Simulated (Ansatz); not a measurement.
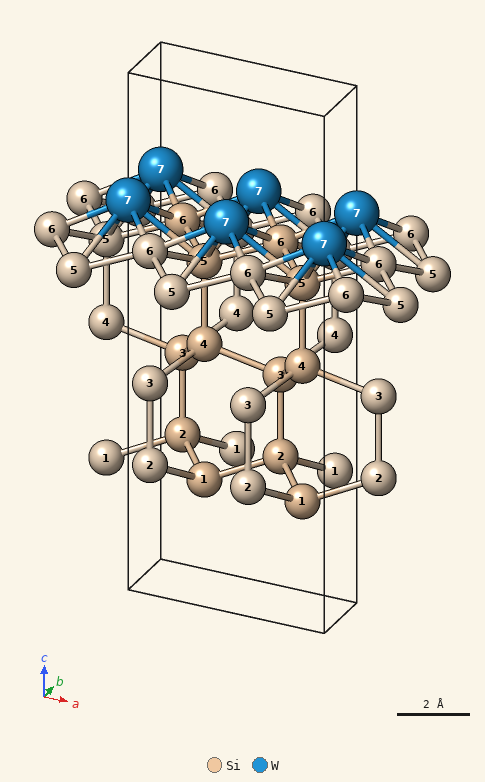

*The structure as given in the input (ball-and-stick view of the 2 × 1 repeat of the cell, with the vacuum cut short, seen slightly off an axis; neighbours outside the cell are drawn fainter; atoms are numbered from 1 in the order of the input). An atom can appear more than once, as a periodic image.*

Near neighbours in the periodic cell (some may lie outside the picture): Si has 3 Si at 2.35 Å; Si has 4 Si at 2.34 to 2.39 Å; Si has 4 Si at 2.31 to 2.39 Å and 3 W at 2.75 Å; Si has 3 Si at 2.31 Å and 3 W at 2.41 Å; W has 6 Si at 2.41 to 2.75 Å.

**Single-point calculation, with input and output: WSi6 (part 1 of 2)**

- system: WSi6 (slab, 7 atoms in the cell)
- method: DFT PBEsol, scalar-relativistic, plane waves, PAW, spin-polarised (Ansatz 0.2.0)

The structure derives from a Materials Project entry. It belongs to a series of runs on one base structure; here: W lifted by +0.30 A from its best place. Figures and captions count atoms from 1; the log counts them from 0 in places.

**What the program printed**
```
Engine: ansatz 0.2.0, aarch64-unknown-linux-gnu
Pseudopotentials: kind: paw
Pseudopotential: Si, paw, valence charge 4, recommended cutoff 420 eV (normal), Si.paw.azcp
Pseudopotential: W, paw, valence charge 14, recommended cutoff 420 eV (normal), W.paw.azcp
Functional definition: PBEsol
  exchange = pbesol_x
  correlation = pbesol_c
Crystal: 7 atoms, lattice volume = 330.948 Å³
Basis set: ecut = 420 eV, 6459 PW (Γ), exchange–correlation on 54×54×360 points (8 copies of the dense FFT grid, shifted against one another)
Bands: 28, of which v1, the nominal top of the filled ones, is band 19 counted from 1 (18 counted from 0)
Symmetry: 6 space group operations
k-points: 12 of 81 (time reversal used)
Non-local potential: Si, projectors of the file, l = 0: 2, l = 1: 2, l = 2: 2
Non-local potential: W, projectors of the file, l = 0: 3, l = 1: 2, l = 2: 2, l = 3: 1
PAW form: soft (Blöchl's): semilocal exchange-correlation on the pseudo side does not see the compensation charge
PAW frozen core: Si, regenerated for the run's functional, and the local potential with it (the file was generated under x = pbe(κ = 0.804, μ = 0.2195149727645171), c = pbe(β = 0.06672455060314922))
PAW frozen core: W, regenerated for the run's functional, and the local potential with it (the file was generated under x = pbe(κ = 0.804, μ = 0.2195149727645171), c = pbe(β = 0.06672455060314922))
PAW one-centre angular grid: Si, 110 points (default); XC on 64 Gauss nodes
PAW one-centre angular grid: W, 590 points (default); XC on 64 Gauss nodes
Initial density: superposition of atomic densities (neutral atoms: chi_scale 0, normalization atom)
Starting moments: Σ|m| = 4 μB on 1 of 7 sites
Initial wavefunctions: pseudopotential atomic-orbital guess
Functional: x = pbesol(κ = 0.804, μ = 0.12345679012345678), c = pbesol(β = 0.046)
SCF iter   1: F=—  HF=-13982.800630 eV  |F-HF|=—  |Δ(HF+E_count)|=         —  Δρ=3.21e-2 (↑3.21e-2 ↓2.80e-2)  dr2=9.78e0  dr2_m=1.94e0  M=0.441 μB ∫|m|=1.083 μB  β_m=0.34  ethr=3.10e-3  p=-0.000 e·Å  D=-1.54e-7 V/Å  ΔV_dip=0.00 eV  dr2_dipole=5.48e-1  V_vac-E_F(+/−)=6.41/6.41 eV  ⟨swp⟩=11.5  Hψ=4700  notcnv=0
Mixer restart at iter 1: flushing history
efield: sawtooth ramp at fractional position 0.9578 (placed from the atoms, in the widest stretch of the axis that holds none; the zero of the levels goes with the place), width 0.0400; the density the first Hamiltonian is built on has a dipole p = -0.000 e·Å; the dipole correction subtracts the counter field D = -1.54e-7 V/Å, which shifts the + side's vacuum level by +0.00 eV against the − side's; the planar-averaged density in the ramp window peaks in size at 9.6e-7 e/Å³
preconditioner: auto → LDOS  [metal: Δε(μ)=0.021 eV  Ē_g=7.470 eV  σ=0.050 eV  W_gap=0.22  n_scr=20 (ndim 8)  ℏωp=11.2 eV  f_vac=0.524  D(μ)=6.74/eV (n_scr^D=32)]
spin=Collinear: LDOS preconditioning applied to the charge; magnetization (m = ρ↑ − ρ↓) channel mixes plain (no charge-response kernel on spin).
SCF iter   2: F=—  HF=-13981.415126 eV  |F-HF|=—  |Δ(HF+E_count)|=    1.39e0  Δρ=2.25e-2 (↑2.25e-2 ↓1.95e-2)  dr2=4.88e0  dr2_m=9.72e-1  M=0.253 μB ∫|m|=1.025 μB  β_m=0.59  ethr=3.10e-3  p=0.037 e·Å  D=2.03e-2 V/Å  ΔV_dip=-0.53 eV  dr2_dipole=1.65e-2  V_vac-E_F(+/−)=5.69/6.22 eV  ⟨swp⟩=3.5  Hψ=1352  notcnv=0  defer=59
density mixer auto → msr1: a metal under ldos (density of states about μ 1.11 of a free-electron gas's, 20 screened modes)
SCF iter   3: F=—  HF=-13980.185485 eV  |F-HF|=—  |Δ(HF+E_count)|=    1.23e0  Δρ=4.27e-3 (↑4.27e-3 ↓3.09e-3)  dr2=9.45e-1  dr2_m=1.57e-2  M=0.083 μB ∫|m|=0.949 μB  β_m=0.71  ethr=3.10e-3  p=0.098 e·Å  D=5.33e-2 V/Å  ΔV_dip=-1.39 eV  dr2_dipole=5.17e-1  V_vac-E_F(+/−)=4.24/5.64 eV  ⟨swp⟩=3.2  Hψ=1308  notcnv=0  defer=70
SCF iter   4: F=—  HF=-13980.158939 eV  |F-HF|=—  |Δ(HF+E_count)|=   2.65e-2  Δρ=1.76e-3 (↑1.76e-3 ↓1.74e-3)  dr2=1.13e-1  dr2_m=2.40e-3  M=0.137 μB ∫|m|=1.079 μB  β_m=0.65  ethr=2.49e-3  p=0.056 e·Å  D=3.08e-2 V/Å  ΔV_dip=-0.81 eV  dr2_dipole=1.64e-4  V_vac-E_F(+/−)=4.39/5.20 eV  ⟨swp⟩=1.9  Hψ=943  notcnv=0  defer=70
SCF iter   5: F=—  HF=-13980.154176 eV  |F-HF|=—  |Δ(HF+E_count)|=         —  Δρ=9.27e-4 (↑7.37e-4 ↓9.27e-4)  dr2=6.24e-3  dr2_m=1.65e-3  M=0.121 μB ∫|m|=1.164 μB  β_m=0.65  ethr=2.97e-4  p=0.048 e·Å  D=2.64e-2 V/Å  ΔV_dip=-0.69 eV  dr2_dipole=1.19e-4  V_vac-E_F(+/−)=4.33/5.02 eV  ⟨swp⟩=2.9  Hψ=1101  notcnv=0  defer=71
SCF iter   6: F=—  HF=-13980.158392 eV  |F-HF|=—  |Δ(HF+E_count)|=   4.22e-3  Δρ=8.15e-4 (↑8.15e-4 ↓6.82e-4)  dr2=3.20e-3  dr2_m=1.63e-3  M=0.121 μB ∫|m|=1.248 μB  β_m=0.65  ethr=1.64e-5  p=0.048 e·Å  D=2.65e-2 V/Å  ΔV_dip=-0.69 eV  dr2_dipole=1.20e-3  V_vac-E_F(+/−)=4.27/4.96 eV  ⟨swp⟩=2.1  Hψ=1044  notcnv=0  defer=71
SCF iter   7: F=—  HF=-13980.162510 eV  |F-HF|=—  |Δ(HF+E_count)|=   4.12e-3  Δρ=6.63e-4 (↑6.63e-4 ↓4.68e-4)  dr2=3.38e-3  dr2_m=9.19e-4  M=0.121 μB ∫|m|=1.359 μB  β_m=0.47  ethr=8.43e-6  p=0.045 e·Å  D=2.48e-2 V/Å  ΔV_dip=-0.65 eV  dr2_dipole=1.74e-3  V_vac-E_F(+/−)=4.26/4.91 eV  ⟨swp⟩=2.0  Hψ=1031  notcnv=0  defer=71
SCF iter   8: F=—  HF=-13980.164516 eV  |F-HF|=—  |Δ(HF+E_count)|=   2.01e-3  Δρ=4.26e-4 (↑4.26e-4 ↓3.06e-4)  dr2=9.67e-4  dr2_m=3.69e-4  M=0.123 μB ∫|m|=1.463 μB  β_m=0.84  ethr=8.43e-6  p=0.041 e·Å  D=2.26e-2 V/Å  ΔV_dip=-0.59 eV  dr2_dipole=2.85e-4  V_vac-E_F(+/−)=4.27/4.86 eV  ⟨swp⟩=2.1  Hψ=1040  notcnv=0  defer=71
SCF iter   9: F=—  HF=-13980.165768 eV  |F-HF|=—  |Δ(HF+E_count)|=   1.25e-3  Δρ=1.29e-4 (↑1.29e-4 ↓8.18e-5)  dr2=1.95e-4  dr2_m=2.38e-5  M=0.132 μB ∫|m|=1.582 μB  β_m=0.86  ethr=2.54e-6  p=0.040 e·Å  D=2.21e-2 V/Å  ΔV_dip=-0.58 eV  dr2_dipole=4.07e-5  V_vac-E_F(+/−)=4.27/4.85 eV  ⟨swp⟩=3.2  Hψ=1316  notcnv=0  defer=71
SCF iter  10: F=—  HF=-13980.165812 eV  |F-HF|=—  |Δ(HF+E_count)|=   4.39e-5  Δρ=4.52e-5 (↑4.52e-5 ↓4.34e-5)  dr2=1.14e-5  dr2_m=4.78e-6  M=0.139 μB ∫|m|=1.602 μB  β_m=0.92  ethr=5.12e-7  p=0.041 e·Å  D=2.26e-2 V/Å  ΔV_dip=-0.59 eV  dr2_dipole=1.34e-8  V_vac-E_F(+/−)=4.27/4.86 eV  ⟨swp⟩=2.1  Hψ=1086  notcnv=0  defer=71
SCF iter  11: F=—  HF=-13980.165820 eV  |F-HF|=—  |Δ(HF+E_count)|=   8.18e-6  Δρ=2.49e-5 (↑2.49e-5 ↓2.27e-5)  dr2=6.66e-6  dr2_m=1.45e-6  M=0.144 μB ∫|m|=1.610 μB  β_m=0.92  ethr=3.00e-8  p=0.042 e·Å  D=2.28e-2 V/Å  ΔV_dip=-0.60 eV  dr2_dipole=3.28e-7  V_vac-E_F(+/−)=4.27/4.86 eV  ⟨swp⟩=2.2  Hψ=1163  notcnv=0  defer=71
SCF iter  12: F=—  HF=-13980.165822 eV  |F-HF|=—  |Δ(HF+E_count)|=   1.91e-6  Δρ=1.11e-5 (↑9.03e-6 ↓1.11e-5)  dr2=1.35e-6  dr2_m=2.63e-7  M=0.144 μB ∫|m|=1.608 μB  β_m=0.93  ethr=1.75e-8  p=0.042 e·Å  D=2.29e-2 V/Å  ΔV_dip=-0.60 eV  dr2_dipole=5.47e-7  V_vac-E_F(+/−)=4.27/4.87 eV  ⟨swp⟩=2.4  Hψ=1169  notcnv=0  defer=71
SCF iter  13: F=—  HF=-13980.165822 eV  |F-HF|=—  |Δ(HF+E_count)|=   3.05e-7  Δρ=5.22e-6 (↑5.22e-6 ↓3.06e-6)  dr2=2.03e-7  dr2_m=2.56e-8  M=0.145 μB ∫|m|=1.610 μB  β_m=0.85  ethr=3.54e-9  p=0.042 e·Å  D=2.29e-2 V/Å  ΔV_dip=-0.60 eV  dr2_dipole=1.43e-8  V_vac-E_F(+/−)=4.27/4.87 eV  ⟨swp⟩=2.2  Hψ=1127  notcnv=0  defer=71
SCF iter  14: F=—  HF=-13980.165822 eV  |F-HF|=—  |Δ(HF+E_count)|=   1.88e-7  Δρ=1.84e-6 (↑1.46e-6 ↓1.84e-6)  dr2=1.69e-8  dr2_m=6.55e-9  M=0.146 μB ∫|m|=1.610 μB  β_m=0.78  ethr=5.33e-10  p=0.042 e·Å  D=2.29e-2 V/Å  ΔV_dip=-0.60 eV  dr2_dipole=4.35e-9  V_vac-E_F(+/−)=4.27/4.87 eV  ⟨swp⟩=2.0  Hψ=1109  notcnv=0  defer=71
SCF iter  15: F=—  HF=-13980.165822 eV  |F-HF|=—  |Δ(HF+E_count)|=  7.00e-10  Δρ=5.49e-7 (↑5.49e-7 ↓5.15e-7)  dr2=1.22e-9  dr2_m=7.53e-10  M=0.146 μB ∫|m|=1.610 μB  β_m=0.89  ethr=4.44e-11  p=0.042 e·Å  D=2.29e-2 V/Å  ΔV_dip=-0.60 eV  dr2_dipole=6.11e-10  V_vac-E_F(+/−)=4.27/4.87 eV  ⟨swp⟩=2.3  Hψ=1178  notcnv=0  defer=71
SCF iter  16: F=-13980.165822 eV  HF=-13980.165822 eV  |F-HF|=2.76e-9  |Δ(HF+E_count)|=   9.79e-9  Δρ=2.07e-7 (↑2.07e-7 ↓1.70e-7)  dr2=2.65e-9  dr2_m=3.42e-11  M=0.146 μB ∫|m|=1.610 μB  ethr=3.22e-12  p=0.042 e·Å  D=2.29e-2 V/Å  ΔV_dip=-0.60 eV  dr2_dipole=1.05e-9  V_vac-E_F(+/−)=4.27/4.87 eV  ⟨swp⟩=18.5  Hψ=5847  notcnv=0
SCF 1 converged in 16 iterations: F = -13980.165822 eV  dr2 = 2.65e-9
  greatest PAW one-centre occupation: 1.000 electrons in one spin orbital (limit 2), on the W atom at site 6 (counted from 0), in its partial waves of l = 0
Initial density: read from a saved state, or passed on in memory by an earlier SCF of this step, an earlier step, the calling program or the single point that the run made first
Starting moments: Σ|m| = 4 μB on 1 of 7 sites; this step starts from the density that it was given
Initial wavefunctions: those read from a saved state, or passed on in memory by an earlier step or the calling program
iter 1 solved again at ethr=6.98e-12 eV; its pass at ethr=2.63e-6 eV (dr2=2.65e-9 eV) is discarded
```
